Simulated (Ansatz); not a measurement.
# Geometry relaxation, with input and output: AlN (part 1 of 2)

AlN (R3m, 6 atoms in the cell), computed with DFT PBE, scalar-relativistic, plane waves, PAW, no spin polarisation (Ansatz 0.2.0).

The structure was built on a prototype by a generator; it need not be a known phase. It belongs to a series of runs on one base structure; here: stacking ABC. Figures and captions count atoms from 1; the log counts them from 0 in places.

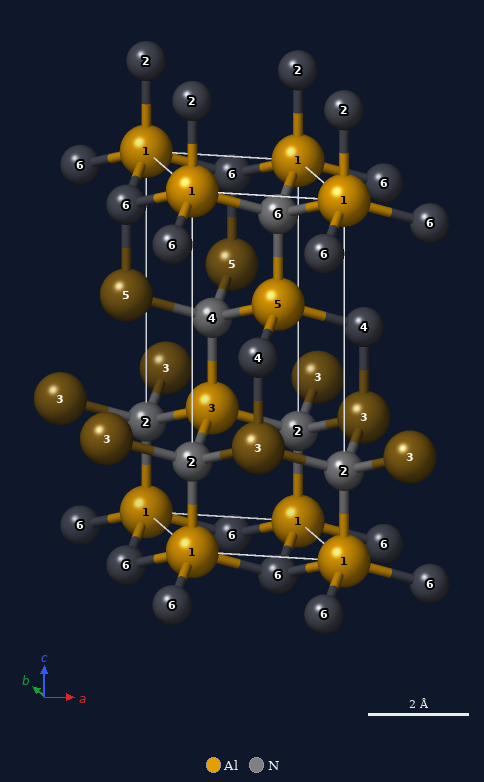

**Figure 1.** The structure as given in the input (ball-and-stick view of the cell of the calculation, seen slightly off an axis; neighbours outside the cell are drawn fainter; atoms are numbered from 1 in the order of the input). Near neighbours in the crystal (not all of them lie inside the picture): Al has 4 N at 1.88 to 1.91 Å; N has 4 Al at 1.88 to 1.91 Å.

### The input
```yaml
crystal:
  lattice:
    - [3.1301886377, 0.0, 0.0]
    - [-1.5650943189, 2.7108228789, 0.0]
    - [0.0, 0.0, 7.5272420565]
  atoms:
    - { symbol: Al, position: [0.0, 0.0, 0.0] }
    - { symbol: "N", position: [0.0, 0.0, 0.25] }
    - { symbol: Al, position: [0.3333333333, 0.6666666667, 0.3333333333] }
    - { symbol: "N", position: [0.3333333333, 0.6666666667, 0.5833333333] }
    - { symbol: Al, position: [0.6666666667, 0.3333333333, 0.6666666667] }
    - { symbol: "N", position: [0.6666666667, 0.3333333333, 0.9166666667] }
basis:
  ecutwfc: 420
kpoints:
  mp_grid: { grid: [9, 9, 4] }
hamiltonian:
  xc: pbe
scf:
  occupations: { method: gaussian, width: 0.02 }
output:
  forces: true
  stress: true
  eigenvalues: true
  populations: true
relax:
  adjacent_minimum: "off"
  f_tol: 0.01
  max_steps: 45
  cell: { stress_tol: 0.05 }
```

Command:
```bash
ansatz run input.yaml --threads 1 --pin off --max-ram 2560MiB --backend cpu --events-out ev --progress --plain --runs-dir out
```

### What the program printed
```
Engine: ansatz 0.2.0, x86_64-unknown-linux-gnu
Pseudopotentials: kind: paw
Pseudopotential: Al, paw, valence charge 3, recommended cutoff 420 eV (normal), Al.paw.azcp
Pseudopotential: N, paw, valence charge 5, recommended cutoff 420 eV (normal), N.paw.azcp
Functional definition: PBE
  parameter kappa = 0.804
  parameter beta = 0.06672455060314922
  exchange = pbe_x(kappa = kappa, mu = beta*pi^2/3)
  correlation = pbe_c(beta = beta)
Crystal: 6 atoms, lattice volume = 63.872 Å³
Basis set: ecut = 420 eV, 1249 PW (Γ), exchange–correlation on 48×48×108 points (8 copies of the dense FFT grid, shifted against one another)
Bands: 18, of which v1, the nominal top of the filled ones, is band 12 counted from 1 (11 counted from 0)
Symmetry: 18 space group operations
Space group: R3m (ITA 160), of the structure as read, at distance tolerance 4.0e-5 Å
k-points: 43 of 324 (time reversal used)
Non-local potential: Al, projectors of the file, l = 0: 2, l = 1: 2, l = 2: 1
Non-local potential: N, projectors of the file, l = 0: 2, l = 1: 2, l = 2: 1
PAW form: soft (Blöchl's): semilocal exchange-correlation on the pseudo side does not see the compensation charge
PAW one-centre angular grid: Al, 110 points (default); XC on 64 Gauss nodes
PAW one-centre angular grid: N, 110 points (default); XC on 64 Gauss nodes
Initial density: superposition of atomic densities (neutral atoms: chi_scale 0, normalization atom), corrected by the library's trained network
Initial wavefunctions: pseudopotential atomic-orbital guess
Functional: x = pbe(κ = 0.804, μ = 0.2195149727645171), c = pbe(β = 0.06672455060314922)
SCF iter   1: F=—  HF=-2772.613302 eV  |F-HF|=—  |Δ(HF+E_count)|=         —  Δρ=7.33e-4  dr2=1.18e-4  ethr=1.77e-3  ⟨swp⟩=6.4  Hψ=4550  notcnv=0
preconditioner: auto → none  [insulator: Δε(μ)=3.392 eV  Ē_g=13.025 eV  σ=0.020 eV  W_gap=1.00  n_scr=4 (ndim 8)  ℏωp=22.8 eV  f_vac=0.000  D(μ)=0.00/eV (n_scr^D=0)  ε∞_Penn≈4.1]
SCF iter   2: F=—  HF=-2772.613746 eV  |F-HF|=—  |Δ(HF+E_count)|=   4.44e-4  Δρ=3.41e-4  dr2=2.67e-5  ethr=4.91e-7  ⟨swp⟩=2.0  Hψ=1639  notcnv=0  defer=15
SCF iter   3: F=—  HF=-2772.613458 eV  |F-HF|=—  |Δ(HF+E_count)|=   2.88e-4  Δρ=9.40e-5  dr2=3.01e-6  ethr=1.11e-7  ⟨swp⟩=2.0  Hψ=1211  notcnv=0  defer=15
SCF iter   4: F=—  HF=-2772.613460 eV  |F-HF|=—  |Δ(HF+E_count)|=   1.57e-6  Δρ=1.81e-5  dr2=1.12e-7  ethr=1.26e-8  ⟨swp⟩=2.1  Hψ=1079  notcnv=0  defer=15
iter 5 did not close the SCF: its close was put off for the readings that it lacked (scf_convergence_deferred on its scf_iter line)
SCF iter   5: F=-2772.613459 eV  HF=-2772.613459 eV  |F-HF|=1.72e-9  |Δ(HF+E_count)|=   2.31e-8  Δρ=4.92e-6  dr2=6.79e-9  ethr=4.66e-10  ⟨swp⟩=2.5  Hψ=1240  notcnv=0  defer=15
SCF iter   6: F=-2772.613459 eV  HF=-2772.613459 eV  |F-HF|=2.59e-11  |Δ(HF+E_count)|=   3.52e-9  Δρ=5.27e-7  dr2=8.79e-11  ethr=2.83e-11  ⟨swp⟩=5.1  Hψ=2986  notcnv=0
SCF 1 converged in 6 iterations: F = -2772.613459 eV  dr2 = 8.79e-11
  greatest PAW one-centre occupation: 0.787 electrons in one spin orbital (limit 2), on the N atom at site 5 (counted from 0), in its partial waves of l = 0
relax step   1: F+E_penalty+E_count = -2772.61345949 eV  Δ(F+E_penalty+E_count) = +0.000e0 eV  max|allowed force component| = 1.886e-1 eV/Å  Δτ_max = 0.0000 Å  P = +0.560 GPa  Ω = 63.872 Å³  (6 SCF iters, dr2 threshold 1.00e-7 eV, accepted)
Crystal: 6 atoms, lattice volume = 63.954 Å³
Initial density: handed on by an earlier stage of this run
Initial wavefunctions: those handed on with the density
iter 1 solved again at ethr=7.42e-6 eV; its pass at ethr=3.10e-3 eV (dr2=1.78e-3 eV) is discarded
SCF iter   1: F=—  HF=-2772.629666 eV  |F-HF|=—  |Δ(HF+E_count)|=         —  Δρ=2.00e-3  dr2=1.81e-3  ethr=7.42e-6  ⟨swp⟩=1.9  Hψ=4893  notcnv=0
preconditioner: auto → none  [insulator: Δε(μ)=3.442 eV  Ē_g=13.016 eV  σ=0.020 eV  W_gap=1.00  n_scr=4 (ndim 8)  ℏωp=22.7 eV  f_vac=0.000  D(μ)=0.00/eV (n_scr^D=0)  ε∞_Penn≈4.1]
SCF iter   2: F=—  HF=-2772.629127 eV  |F-HF|=—  |Δ(HF+E_count)|=   5.40e-4  Δρ=8.23e-4  dr2=2.85e-4  ethr=7.42e-6  ⟨swp⟩=1.7  Hψ=1107  notcnv=0
SCF iter   3: F=—  HF=-2772.628661 eV  |F-HF|=—  |Δ(HF+E_count)|=   4.66e-4  Δρ=8.41e-5  dr2=2.08e-6  ethr=1.19e-6  ⟨swp⟩=2.8  Hψ=1290  notcnv=0
iter 4 did not close the SCF: its close was put off for the readings that it lacked (scf_convergence_deferred on its scf_iter line)
SCF iter   4: F=-2772.628662 eV  HF=-2772.628662 eV  |F-HF|=1.46e-7  |Δ(HF+E_count)|=   1.06e-6  Δρ=2.60e-5  dr2=1.66e-7  ethr=8.65e-9  ⟨swp⟩=2.0  Hψ=1148  notcnv=0
iter 5 did not close the SCF: its close was put off for the readings that it lacked (scf_convergence_deferred on its scf_iter line)
SCF iter   5: F=-2772.628662 eV  HF=-2772.628662 eV  |F-HF|=8.17e-10  |Δ(HF+E_count)|=   1.74e-7  Δρ=3.16e-6  dr2=3.65e-9  ethr=6.92e-10  ⟨swp⟩=2.2  Hψ=1187  notcnv=0
SCF iter   6: F=-2772.628662 eV  HF=-2772.628662 eV  |F-HF|=7.55e-11  |Δ(HF+E_count)|=   1.64e-9  Δρ=5.23e-7  dr2=6.40e-11  ethr=1.52e-11  ⟨swp⟩=1.0  Hψ=2161  notcnv=0
SCF 2 converged in 6 iterations: F = -2772.628662 eV  dr2 = 6.40e-11
relax step   2: F+E_penalty+E_count = -2772.62866193 eV  Δ(F+E_penalty+E_count) = -1.520e-2 eV  max|allowed force component| = 1.929e-1 eV/Å  Δτ_max = 0.0063 Å  P = +0.231 GPa  Ω = 63.954 Å³  energy of the carried Pulay correction = -2.534e-4 eV  (6 SCF iters, dr2 threshold 6.00e-7 eV, accepted)
Crystal: 6 atoms, lattice volume = 64.002 Å³
iter 1 solved again at ethr=6.80e-7 eV; its pass at ethr=3.10e-3 eV (dr2=1.63e-4 eV) is discarded
SCF iter   1: F=—  HF=-2772.631301 eV  |F-HF|=—  |Δ(HF+E_count)|=         —  Δρ=5.27e-4  dr2=1.80e-4  ethr=6.80e-7  ⟨swp⟩=2.3  Hψ=4062  notcnv=0
preconditioner: auto → none  [insulator: Δε(μ)=3.442 eV  Ē_g=13.011 eV  σ=0.020 eV  W_gap=1.00  n_scr=4 (ndim 8)  ℏωp=22.7 eV  f_vac=0.000  D(μ)=0.00/eV (n_scr^D=0)  ε∞_Penn≈4.1]
SCF iter   2: F=—  HF=-2772.630832 eV  |F-HF|=—  |Δ(HF+E_count)|=   4.70e-4  Δρ=1.60e-4  dr2=1.31e-5  ethr=6.80e-7  ⟨swp⟩=2.8  Hψ=1230  notcnv=0
iter 3 did not close the SCF: its close was put off for the readings that it lacked (scf_convergence_deferred on its scf_iter line)
SCF iter   3: F=-2772.630828 eV  HF=-2772.630828 eV  |F-HF|=1.85e-8  |Δ(HF+E_count)|=   3.76e-6  Δρ=3.56e-5  dr2=3.46e-7  ethr=5.45e-8  ⟨swp⟩=2.8  Hψ=1232  notcnv=0
iter 4 did not close the SCF: its close was put off for the readings that it lacked (scf_convergence_deferred on its scf_iter line)
SCF iter   4: F=-2772.630828 eV  HF=-2772.630828 eV  |F-HF|=6.12e-9  |Δ(HF+E_count)|=   3.98e-8  Δρ=5.45e-6  dr2=1.28e-8  ethr=1.44e-9  ⟨swp⟩=2.0  Hψ=1265  notcnv=0
iter 5 did not close the SCF: its close was put off for the readings that it lacked (scf_convergence_deferred on its scf_iter line)
SCF iter   5: F=-2772.630828 eV  HF=-2772.630828 eV  |F-HF|=1.26e-10  |Δ(HF+E_count)|=   1.18e-9  Δρ=8.68e-7  dr2=2.37e-10  ethr=5.32e-11  ⟨swp⟩=2.0  Hψ=1151  notcnv=0
SCF iter   6: F=-2772.630828 eV  HF=-2772.630828 eV  |F-HF|=1.82e-12  |Δ(HF+E_count)|=  1.61e-10  Δρ=1.07e-7  dr2=2.77e-12  ethr=1.00e-12  ⟨swp⟩=1.0  Hψ=2242  notcnv=0
SCF 3 converged in 6 iterations: F = -2772.630828 eV  dr2 = 2.77e-12
relax step   3: F+E_penalty+E_count = -2772.63082811 eV  Δ(F+E_penalty+E_count) = -2.166e-3 eV  max|allowed force component| = 1.242e-1 eV/Å  Δτ_max = 0.0022 Å  P = +0.068 GPa  Ω = 64.002 Å³  energy of the carried Pulay correction = -3.981e-4 eV  (6 SCF iters, dr2 threshold 6.00e-7 eV, accepted)
Crystal: 6 atoms, lattice volume = 64.025 Å³
iter 1 solved again at ethr=2.03e-6 eV; its pass at ethr=3.10e-3 eV (dr2=4.86e-4 eV) is discarded
SCF iter   1: F=—  HF=-2772.633024 eV  |F-HF|=—  |Δ(HF+E_count)|=         —  Δρ=9.03e-4  dr2=5.33e-4  ethr=2.03e-6  ⟨swp⟩=1.8  Hψ=4166  notcnv=0
preconditioner: auto → none  [insulator: Δε(μ)=3.449 eV  Ē_g=13.009 eV  σ=0.020 eV  W_gap=1.00  n_scr=4 (ndim 8)  ℏωp=22.7 eV  f_vac=0.000  D(μ)=0.00/eV (n_scr^D=0)  ε∞_Penn≈4.1]
SCF iter   2: F=—  HF=-2772.632420 eV  |F-HF|=—  |Δ(HF+E_count)|=   6.04e-4  Δρ=2.83e-4  dr2=4.20e-5  ethr=2.03e-6  ⟨swp⟩=2.7  Hψ=1252  notcnv=0
SCF iter   3: F=—  HF=-2772.632409 eV  |F-HF|=—  |Δ(HF+E_count)|=   1.08e-5  Δρ=6.30e-5  dr2=1.05e-6  ethr=1.75e-7  ⟨swp⟩=2.7  Hψ=1214  notcnv=0
iter 4 did not close the SCF: its close was put off for the readings that it lacked (scf_convergence_deferred on its scf_iter line)
SCF iter   4: F=-2772.632409 eV  HF=-2772.632409 eV  |F-HF|=2.06e-10  |Δ(HF+E_count)|=   2.01e-7  Δρ=4.32e-6  dr2=6.56e-9  ethr=4.37e-9  ⟨swp⟩=1.9  Hψ=1213  notcnv=0
iter 5 did not close the SCF: its close was put off for the readings that it lacked (scf_convergence_deferred on its scf_iter line)
SCF iter   5: F=-2772.632409 eV  HF=-2772.632409 eV  |F-HF|=2.90e-10  |Δ(HF+E_count)|=   1.74e-9  Δρ=1.21e-6  dr2=6.49e-10  ethr=2.73e-11  ⟨swp⟩=2.0  Hψ=1181  notcnv=0
SCF iter   6: F=-2772.632409 eV  HF=-2772.632409 eV  |F-HF|=2.73e-12  |Δ(HF+E_count)|=  5.00e-12  Δρ=1.77e-7  dr2=8.47e-12  ethr=2.70e-12  ⟨swp⟩=1.0  Hψ=2119  notcnv=0
SCF 4 converged in 6 iterations: F = -2772.632409 eV  dr2 = 8.47e-12
relax step   4: F+E_penalty+E_count = -2772.63240927 eV  Δ(F+E_penalty+E_count) = -1.581e-3 eV  max|allowed force component| = 5.354e-5 eV/Å  Δτ_max = 0.0043 Å  P = -0.014 GPa  Ω = 64.025 Å³  energy of the carried Pulay correction = -4.679e-4 eV  (6 SCF iters, dr2 threshold 6.00e-7 eV, accepted)
Initial wavefunctions: pseudopotential atomic-orbital guess (no wavefunctions were taken with the density)
iter 1 solved again at ethr=2.14e-8 eV; its pass at ethr=3.10e-3 eV (dr2=5.14e-6 eV) is discarded
SCF iter   1: F=—  HF=-2772.633591 eV  |F-HF|=—  |Δ(HF+E_count)|=         —  Δρ=8.61e-5  dr2=4.75e-7  ethr=2.14e-8  ⟨swp⟩=3.0  Hψ=6708  notcnv=0
preconditioner: auto → none  [insulator: Δε(μ)=3.453 eV  Ē_g=13.010 eV  σ=0.020 eV  W_gap=1.00  n_scr=4 (ndim 8)  ℏωp=22.7 eV  f_vac=0.000  D(μ)=0.00/eV (n_scr^D=0)  ε∞_Penn≈4.1]
SCF iter   2: F=—  HF=-2772.633197 eV  |F-HF|=—  |Δ(HF+E_count)|=   3.94e-4  Δρ=4.24e-5  dr2=1.12e-7  ethr=1.98e-9  ⟨swp⟩=2.0  Hψ=1276  notcnv=0
SCF iter   3: F=—  HF=-2772.633198 eV  |F-HF|=—  |Δ(HF+E_count)|=   7.75e-7  Δρ=6.66e-6  dr2=1.05e-8  ethr=4.66e-10  ⟨swp⟩=2.0  Hψ=1278  notcnv=0
SCF iter   4: F=—  HF=-2772.633198 eV  |F-HF|=—  |Δ(HF+E_count)|=   1.17e-8  Δρ=1.44e-6  dr2=4.82e-10  ethr=4.37e-11  ⟨swp⟩=2.0  Hψ=1157  notcnv=0
SCF iter   5: F=—  HF=-2772.633198 eV  |F-HF|=—  |Δ(HF+E_count)|=  3.47e-10  Δρ=6.25e-7  dr2=8.06e-11  ethr=2.01e-12  ⟨swp⟩=2.0  Hψ=1196  notcnv=0
SCF iter   6: F=-2772.633198 eV  HF=-2772.633198 eV  |F-HF|=9.09e-13  |Δ(HF+E_count)|=  1.00e-10  Δρ=3.25e-8  dr2=2.63e-13  ethr=1.00e-12  ⟨swp⟩=4.1  Hψ=2267  notcnv=0
SCF 5 converged in 6 iterations: F = -2772.633198 eV  dr2 = 2.63e-13
relax step   5: F+E_penalty+E_count = -2772.63319800 eV  Δ(F+E_penalty+E_count) = -7.887e-4 eV  max|allowed force component| = 5.496e-5 eV/Å  Δτ_max = 0.0000 Å  P = +0.008 GPa  Ω = 64.025 Å³  stress off target by 1.08e-1 GPa  SCF on the basis re-selected at this cell (its energy is not comparable with the rows above)  (6 SCF iters)
basis re-selected at this cell: Δ(F+E_penalty+E_count) = -7.887e-4 eV, ΔP = +0.022 GPa vs the last step (what re-selecting the basis moved, of the pressure what is left beyond the Pulay correction that the steps carried, after the strain that the cell walked since its last selection, with what the two solves' SCF thresholds leave and, on support functions, any second-order correction that the steps lacked; it is no measure of the basis error at this ecutwfc). This SCF's stress stands 1.08e-1 GPa from its target on what of the cell is left free (relax.cell.stress_tol is 5.00e-2 GPa) and its largest allowed force component is 5.50e-5 eV/Å (relax.f_tol is 1.00e-2 eV/Å): not within both, so this SCF does not close the relaxation
Crystal: 6 atoms, lattice volume = 64.028 Å³
iter 1 solved again at ethr=2.69e-9 eV; its pass at ethr=3.10e-3 eV (dr2=6.45e-7 eV) is discarded
```
